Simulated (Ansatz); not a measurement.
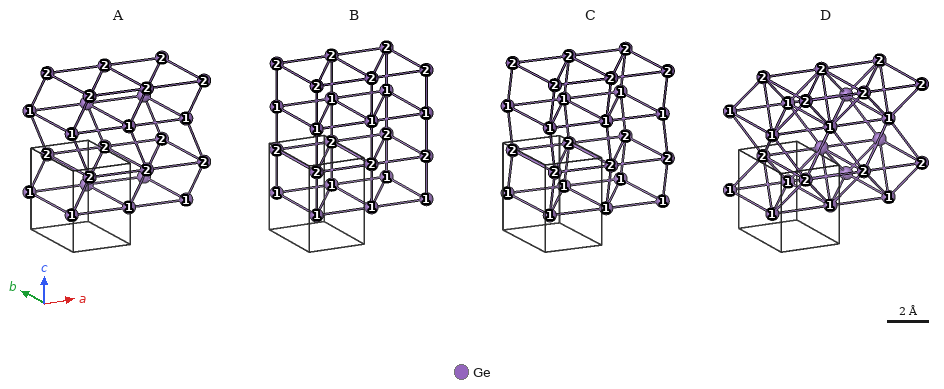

4 geometries from one relaxation of a crystal of Ge (set up in Cmcm), in shuffled order. A ball-and-stick model of the cell of the calculation, repeated 3 × 2 × 2 with one cell outlined, seen from a free direction.

The run lets cell and atoms move.

Method: Ansatz, Kohn-Sham DFT of a periodic cell, PBEsol with D4, Ansatz PAW. Settings: plane-wave cutoff 420 eV; k-point mesh 10 × 10 × 6; occupations fermi-dirac; smearing width 0.05 eV; no spin polarisation; cell and atoms relaxed; force threshold 0.01 eV/Å; at most 40 steps.

Q: Put them in the order of the run, from the start to the converged end.

A: D, A, C, B. They are steps 0, 8, 10, 18, at +75.8 meV per atom, +44.5 meV per atom, +9.3 meV per atom relative to the last. The largest moves relative to the cell, 0.81 Å, are those of Ge1 and Ge2. Ge1 goes along [1 −1 0]. Cell: a = b 2.991 → 2.827 Å (−5.5 %), c 4.728 → 5.180 Å (+9.6 %), γ 120.3° → 120.0°. Volume −1.8 %. Near-neighbour distances that change, for instance: Ge1–Ge2 2.924 → 3.833 Å, Ge1–Ge2 (another image) 2.928 → 2.590 Å, Ge1–Ge1 2.991 → 2.827 Å. Within 0.06 Å the space group is P6_3/mmc at the start and P6/mmm at the end; at a tighter tolerance small leftover displacements or strains of the cell lower it. The energy falls by 75.8 meV per atom in 16 accepted moves (18 points after the start). Largest force component: 0.00059 eV/Å at the start, 0.00026 eV/Å at the end. Pressure: −1.43 GPa at the start and 0.00 GPa at the end. The SCF was repeated twice at an unchanged geometry on a basis and grid sized afresh for the cell, which shifted the energy by 0.3 meV per atom at most. The run took 43 s on 2 threads of Arm Neoverse V1 (shared host), peak memory 0.36 GiB.
